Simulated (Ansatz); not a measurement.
# SrTiO₃: geometry relaxation (part 1 of 2)

SrTiO₃ (Pm-3m, 5 atoms in the cell), computed with DFT PBEsol, scalar-relativistic, plane waves, PAW, no spin polarisation (Ansatz 0.2.0).

The structure derives from an entry of the Crystallography Open Database.

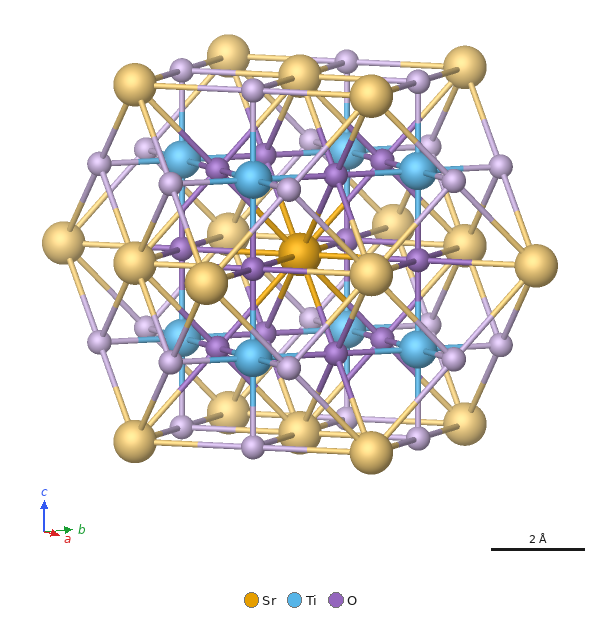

**Figure 1.** The input geometry (ball-and-stick view of the cell of the calculation, seen slightly off an axis; neighbours outside the cell are drawn fainter).

### Key numbers

| quantity | value |
| --- | --- |
| outcome | converged |
| space group (tolerance 0.01 Å) | Pm-3m (221) |
| electrons treated | 40 |
| free energy | −7657.2372 eV |
| Fermi energy | 11.112 eV |
| gap on the k-point mesh | 1.87 eV |
| pressure | 2.30 GPa |
| final volume | 58.21 Å³ |
| largest force (length of the vector) at the end | under 0.001 eV/Å |
| final cell | a = 3.876 Å, b = 3.876 Å, c = 3.876 Å, α = 90.00°, β = 90.00°, γ = 90.00° |
| hardware | 2 threads of AMD EPYC (Zen 3), 189 GiB of memory available, shared host |
| wall time | 13 s (CPU time 23 s) |
| peak memory | 0.39 GiB |

### Input
```yaml
crystal:
  lattice:
    - [3.90528, 0.0, 0.0]
    - [0.0, 3.90528, 0.0]
    - [0.0, 0.0, 3.90528]
  atoms:
    - { symbol: Sr, position: [0.5, 0.5, 0.5] }
    - { symbol: Ti, position: [0.0, 0.0, 0.0] }
    - { symbol: O, position: [0.5, 0.0, 0.0] }
    - { symbol: O, position: [0.0, 0.5, 0.0] }
    - { symbol: O, position: [0.0, 0.0, 0.5] }
basis:
  ecutwfc: 420
kpoints:
  mp_grid: { grid: [6, 6, 6] }
hamiltonian:
  xc: pbesol
scf:
  occupations: { method: gaussian, width: 0.1 }
output:
  forces: true
  stress: true
  eigenvalues: true
relax:
  adjacent_minimum: "off"
  f_tol: 0.05
  max_steps: 60
  cell: { stress_tol: 0.3, p_target: 2.3 }
```

Run as:
```bash
ansatz run input.yaml --threads 2 --pin off --max-ram 5120MiB --backend cpu --events-out ev --progress --plain --runs-dir out
```

### The program's output
```
Engine: ansatz 0.2.0, x86_64-unknown-linux-gnu
Pseudopotentials: kind: paw
Pseudopotential: Sr, paw, valence charge 10, recommended cutoff 420 eV (normal), Sr.paw.azcp
Pseudopotential: Ti, paw, valence charge 12, recommended cutoff 420 eV (normal), Ti.paw.azcp
Pseudopotential: O, paw, valence charge 6, recommended cutoff 420 eV (normal), O.paw.azcp
Functional definition: PBEsol
  exchange = pbesol_x
  correlation = pbesol_c
Crystal: 5 atoms, lattice volume = 59.560 Å³
Basis set: ecut = 420 eV, 1189 PW (Γ), exchange–correlation on 54×54×54 points (8 copies of the dense FFT grid, shifted against one another)
Bands: 25, of which v1, the nominal top of the filled ones, is band 20 counted from 1 (19 counted from 0)
Symmetry: 48 space group operations
Space group: Pm-3m (ITA 221), of the structure as read, at distance tolerance 3.9e-5 Å
k-points: 20 of 216
Non-local potential: Sr, projectors of the file, l = 0: 3, l = 1: 2, l = 2: 2
Non-local potential: Ti, projectors of the file, l = 0: 3, l = 1: 2, l = 2: 3, l = 3: 1
Non-local potential: O, projectors of the file, l = 0: 2, l = 1: 2, l = 2: 1
PAW form: soft (Blöchl's): semilocal exchange-correlation on the pseudo side does not see the compensation charge
PAW frozen core: Sr, regenerated for the run's functional, and the local potential with it (the file was generated under x = pbe(κ = 0.804, μ = 0.2195149727645171), c = pbe(β = 0.06672455060314922))
PAW frozen core: Ti, regenerated for the run's functional, and the local potential with it (the file was generated under x = pbe(κ = 0.804, μ = 0.2195149727645171), c = pbe(β = 0.06672455060314922))
PAW frozen core: O, regenerated for the run's functional, and the local potential with it (the file was generated under x = pbe(κ = 0.804, μ = 0.2195149727645171), c = pbe(β = 0.06672455060314922))
PAW one-centre angular grid: Sr, 110 points (default); XC on 64 Gauss nodes
PAW one-centre angular grid: Ti, 590 points (default); XC on 64 Gauss nodes
PAW one-centre angular grid: O, 110 points (default); XC on 64 Gauss nodes
Initial density: superposition of atomic densities (neutral atoms: chi_scale 0, normalization atom), corrected by the library's trained network
Initial wavefunctions: pseudopotential atomic-orbital guess
Functional: x = pbesol(κ = 0.804, μ = 0.12345679012345678), c = pbesol(β = 0.046)
SCF iter   1: F=—  HF=-7657.269186 eV  |F-HF|=—  |Δ(HF+E_count)|=         —  Δρ=1.69e-2  dr2=1.44e-1  ethr=1.77e-3  ⟨swp⟩=6.8  Hψ=2561  notcnv=0
preconditioner: auto → Resta (q_TF=auto, 2.553 Å⁻¹)  ε∞=5.7  [insulator: Δε(μ)=1.632 eV  Ē_g=12.179 eV  σ=0.100 eV  W_gap=1.00  n_scr=18 (ndim 8)  ℏωp=26.4 eV  f_vac=0.000  D(μ)=0.00/eV (n_scr^D=0)  ε∞_Penn≈5.7]
SCF iter   2: F=—  HF=-7657.240293 eV  |F-HF|=—  |Δ(HF+E_count)|=   2.89e-2  Δρ=4.27e-3  dr2=1.24e-2  ethr=3.61e-4  ⟨swp⟩=2.0  Hψ=878  notcnv=0  defer=17
SCF iter   3: F=—  HF=-7657.238376 eV  |F-HF|=—  |Δ(HF+E_count)|=   1.92e-3  Δρ=1.39e-3  dr2=1.27e-3  ethr=3.10e-5  ⟨swp⟩=2.2  Hψ=636  notcnv=0  defer=18
SCF iter   4: F=—  HF=-7657.238205 eV  |F-HF|=—  |Δ(HF+E_count)|=   1.71e-4  Δρ=1.29e-4  dr2=4.80e-6  ethr=3.17e-6  ⟨swp⟩=2.0  Hψ=552  notcnv=0  defer=18
SCF iter   5: F=—  HF=-7657.238460 eV  |F-HF|=—  |Δ(HF+E_count)|=   2.54e-4  Δρ=3.21e-5  dr2=3.50e-7  ethr=1.20e-8  ⟨swp⟩=2.1  Hψ=869  notcnv=0  defer=18
SCF iter   6: F=-7657.238460 eV  HF=-7657.238460 eV  |F-HF|=2.13e-8  |Δ(HF+E_count)|=   4.01e-7  Δρ=6.45e-6  dr2=3.17e-8  ethr=2.50e-10  ⟨swp⟩=9.9  Hψ=2531  notcnv=0
SCF 1 converged in 6 iterations: F = -7657.238460 eV  dr2 = 3.17e-8
  greatest PAW one-centre occupation: 0.999 electrons in one spin orbital (limit 2), on the Ti atom at site 1 (counted from 0), in its partial waves of l = 0
relax step   1: F+E_penalty+E_count = -7657.23846018 eV  Δ(F+E_penalty+E_count) = +0.000e0 eV  max|allowed force component| = 1.068e-29 eV/Å  Δτ_max = 0.0000 Å  P = -1.980 GPa  Ω = 59.560 Å³  (6 SCF iters, dr2 threshold 1.00e-7 eV, accepted)
Crystal: 5 atoms, lattice volume = 58.309 Å³
Basis set: ecut = 420 eV, 1141 PW (Γ), exchange–correlation on 54×54×54 points (8 copies of the dense FFT grid, shifted against one another)
Initial density: handed on by an earlier stage of this run
Initial wavefunctions: those handed on with the density
iter 1 solved again at ethr=6.86e-6 eV; its pass at ethr=3.10e-3 eV (dr2=2.74e-3 eV) is discarded
SCF iter   1: F=—  HF=-7657.243539 eV  |F-HF|=—  |Δ(HF+E_count)|=         —  Δρ=2.65e-3  dr2=2.92e-3  ethr=6.86e-6  ⟨swp⟩=1.5  Hψ=2653  notcnv=0
preconditioner: auto → Resta (q_TF=auto, 2.562 Å⁻¹)  ε∞=5.6  [insulator: Δε(μ)=1.892 eV  Ē_g=12.417 eV  σ=0.100 eV  W_gap=1.00  n_scr=18 (ndim 8)  ℏωp=26.6 eV  f_vac=0.000  D(μ)=0.00/eV (n_scr^D=0)  ε∞_Penn≈5.6]
SCF iter   2: F=—  HF=-7657.242966 eV  |F-HF|=—  |Δ(HF+E_count)|=   5.73e-4  Δρ=8.15e-4  dr2=2.70e-4  ethr=6.86e-6  ⟨swp⟩=2.0  Hψ=704  notcnv=0
SCF iter   3: F=—  HF=-7657.243193 eV  |F-HF|=—  |Δ(HF+E_count)|=   2.27e-4  Δρ=2.80e-4  dr2=3.24e-5  ethr=6.76e-7  ⟨swp⟩=2.2  Hψ=752  notcnv=0
SCF iter   4: F=—  HF=-7657.243199 eV  |F-HF|=—  |Δ(HF+E_count)|=   6.71e-6  Δρ=4.26e-5  dr2=5.71e-7  ethr=8.10e-8  ⟨swp⟩=2.5  Hψ=854  notcnv=0
iter 5 did not close the SCF: its close was put off for the readings that it lacked (scf_convergence_deferred on its scf_iter line)
SCF iter   5: F=-7657.243200 eV  HF=-7657.243200 eV  |F-HF|=9.56e-9  |Δ(HF+E_count)|=   5.23e-7  Δρ=6.95e-6  dr2=2.12e-8  ethr=1.43e-9  ⟨swp⟩=2.0  Hψ=752  notcnv=0
SCF iter   6: F=-7657.243200 eV  HF=-7657.243200 eV  |F-HF|=4.04e-10  |Δ(HF+E_count)|=   1.47e-8  Δρ=1.46e-6  dr2=1.38e-9  ethr=5.30e-11  ⟨swp⟩=2.3  Hψ=1799  notcnv=0
SCF 2 converged in 6 iterations: F = -7657.243200 eV  dr2 = 1.38e-9
relax step   2: F+E_penalty+E_count = -7657.24319992 eV  Δ(F+E_penalty+E_count) = -4.740e-3 eV  max|allowed force component| = 1.741e-30 eV/Å  Δτ_max = 0.0000 Å  P = +2.100 GPa  Ω = 58.309 Å³  energy of the carried Pulay correction = +4.923e-3 eV  (6 SCF iters, dr2 threshold 5.00e-7 eV, accepted)
Initial wavefunctions: pseudopotential atomic-orbital guess (no wavefunctions were taken with the density)
iter 1 solved again at ethr=4.04e-7 eV; its pass at ethr=3.10e-3 eV (dr2=1.62e-4 eV) is discarded
SCF iter   1: F=—  HF=-7657.238034 eV  |F-HF|=—  |Δ(HF+E_count)|=         —  Δρ=1.94e-4  dr2=3.69e-6  ethr=4.04e-7  ⟨swp⟩=3.6  Hψ=3905  notcnv=0
preconditioner: auto → Resta (q_TF=auto, 2.562 Å⁻¹)  ε∞=5.6  [insulator: Δε(μ)=1.869 eV  Ē_g=12.406 eV  σ=0.100 eV  W_gap=1.00  n_scr=18 (ndim 8)  ℏωp=26.6 eV  f_vac=0.000  D(μ)=0.00/eV (n_scr^D=0)  ε∞_Penn≈5.6]
SCF iter   2: F=—  HF=-7657.238272 eV  |F-HF|=—  |Δ(HF+E_count)|=   2.38e-4  Δρ=8.99e-5  dr2=6.60e-7  ethr=9.22e-9  ⟨swp⟩=2.0  Hψ=900  notcnv=0
SCF iter   3: F=—  HF=-7657.238273 eV  |F-HF|=—  |Δ(HF+E_count)|=   9.42e-7  Δρ=2.62e-5  dr2=5.55e-8  ethr=1.65e-9  ⟨swp⟩=2.2  Hψ=806  notcnv=0
iter 4 did not close the SCF: its close was put off for the readings that it lacked (scf_convergence_deferred on its scf_iter line)
SCF iter   4: F=-7657.238273 eV  HF=-7657.238273 eV  |F-HF|=1.79e-10  |Δ(HF+E_count)|=   8.77e-8  Δρ=9.86e-7  dr2=6.05e-10  ethr=1.39e-10  ⟨swp⟩=2.0  Hψ=688  notcnv=0
iter 5 did not close the SCF: its close was put off for the readings that it lacked (scf_convergence_deferred on its scf_iter line)
SCF iter   5: F=-7657.238273 eV  HF=-7657.238273 eV  |F-HF|=4.18e-11  |Δ(HF+E_count)|=  8.64e-11  Δρ=3.47e-7  dr2=8.28e-11  ethr=1.51e-12  ⟨swp⟩=2.5  Hψ=781  notcnv=0
SCF iter   6: F=-7657.238273 eV  HF=-7657.238273 eV  |F-HF|=9.09e-13  |Δ(HF+E_count)|=  1.82e-12  Δρ=4.88e-8  dr2=1.67e-12  ethr=1.00e-12  ⟨swp⟩=2.4  Hψ=1497  notcnv=0
SCF 3 converged in 6 iterations: F = -7657.238273 eV  dr2 = 1.67e-12
relax step   3: F+E_penalty+E_count = -7657.23827327 eV  Δ(F+E_penalty+E_count) = +4.927e-3 eV  max|allowed force component| = 2.084e-30 eV/Å  Δτ_max = 0.0000 Å  P = +1.966 GPa  Ω = 58.309 Å³  stress off target by 3.34e-1 GPa  SCF on the basis re-selected at this cell (its energy is not comparable with the rows above)  (6 SCF iters)
basis re-selected at this cell: Δ(F+E_penalty+E_count) = +4.927e-3 eV, ΔP = -0.134 GPa vs the last step (what re-selecting the basis moved, of the pressure what is left beyond the Pulay correction that the steps carried, after the strain that the cell walked since its last selection, with what the two solves' SCF thresholds leave and, on support functions, any second-order correction that the steps lacked; it is no measure of the basis error at this ecutwfc). This SCF's stress stands 3.34e-1 GPa from its target on what of the cell is left free (relax.cell.stress_tol is 3.00e-1 GPa) and its largest allowed force component is 2.08e-30 eV/Å (relax.f_tol is 5.00e-2 eV/Å): not within both, so this SCF does not close the relaxation
Crystal: 5 atoms, lattice volume = 58.209 Å³
iter 1 solved again at ethr=5.77e-8 eV; its pass at ethr=3.10e-3 eV (dr2=2.31e-5 eV) is discarded
SCF iter   1: F=—  HF=-7657.237113 eV  |F-HF|=—  |Δ(HF+E_count)|=         —  Δρ=2.15e-4  dr2=1.89e-5  ethr=5.77e-8  ⟨swp⟩=2.1  Hψ=2576  notcnv=0
preconditioner: auto → Resta (q_TF=auto, 2.563 Å⁻¹)  ε∞=5.6  [insulator: Δε(μ)=1.874 eV  Ē_g=12.420 eV  σ=0.100 eV  W_gap=1.00  n_scr=18 (ndim 8)  ℏωp=26.7 eV  f_vac=0.000  D(μ)=0.00/eV (n_scr^D=0)  ε∞_Penn≈5.6]
SCF iter   2: F=—  HF=-7657.237345 eV  |F-HF|=—  |Δ(HF+E_count)|=   2.32e-4  Δρ=7.20e-5  dr2=2.14e-6  ethr=4.73e-8  ⟨swp⟩=2.0  Hψ=734  notcnv=0
iter 3 did not close the SCF: its close was put off for the readings that it lacked (scf_convergence_deferred on its scf_iter line)
SCF iter   3: F=-7657.237345 eV  HF=-7657.237345 eV  |F-HF|=7.61e-9  |Δ(HF+E_count)|=   1.42e-7  Δρ=2.18e-5  dr2=1.88e-7  ethr=5.34e-9  ⟨swp⟩=2.4  Hψ=704  notcnv=0
iter 4 did not close the SCF: its close was put off for the readings that it lacked (scf_convergence_deferred on its scf_iter line)
SCF iter   4: F=-7657.237345 eV  HF=-7657.237345 eV  |F-HF|=3.61e-9  |Δ(HF+E_count)|=   4.65e-8  Δρ=3.93e-6  dr2=7.72e-9  ethr=4.69e-10  ⟨swp⟩=2.3  Hψ=755  notcnv=0
iter 5 did not close the SCF: its close was put off for the readings that it lacked (scf_convergence_deferred on its scf_iter line)
SCF iter   5: F=-7657.237345 eV  HF=-7657.237345 eV  |F-HF|=5.55e-11  |Δ(HF+E_count)|=   4.74e-9  Δρ=8.37e-7  dr2=2.98e-10  ethr=1.93e-11  ⟨swp⟩=2.1  Hψ=762  notcnv=0
SCF iter   6: F=-7657.237345 eV  HF=-7657.237345 eV  |F-HF|=0.00e0  |Δ(HF+E_count)|=  1.77e-10  Δρ=1.87e-7  dr2=2.43e-11  ethr=1.00e-12  ⟨swp⟩=1.0  Hψ=1252  notcnv=0
SCF 4 converged in 6 iterations: F = -7657.237345 eV  dr2 = 2.43e-11
relax step   4: F+E_penalty+E_count = -7657.23734501 eV  Δ(F+E_penalty+E_count) = +9.283e-4 eV  max|allowed force component| = 4.782e-30 eV/Å  Δτ_max = 0.0000 Å  P = +2.308 GPa  Ω = 58.209 Å³  energy of the carried Pulay correction = +4.093e-4 eV  (6 SCF iters, dr2 threshold 2.80e-7 eV, accepted)
iter 1 solved again at ethr=3.95e-7 eV; its pass at ethr=3.10e-3 eV (dr2=1.58e-4 eV) is discarded
```
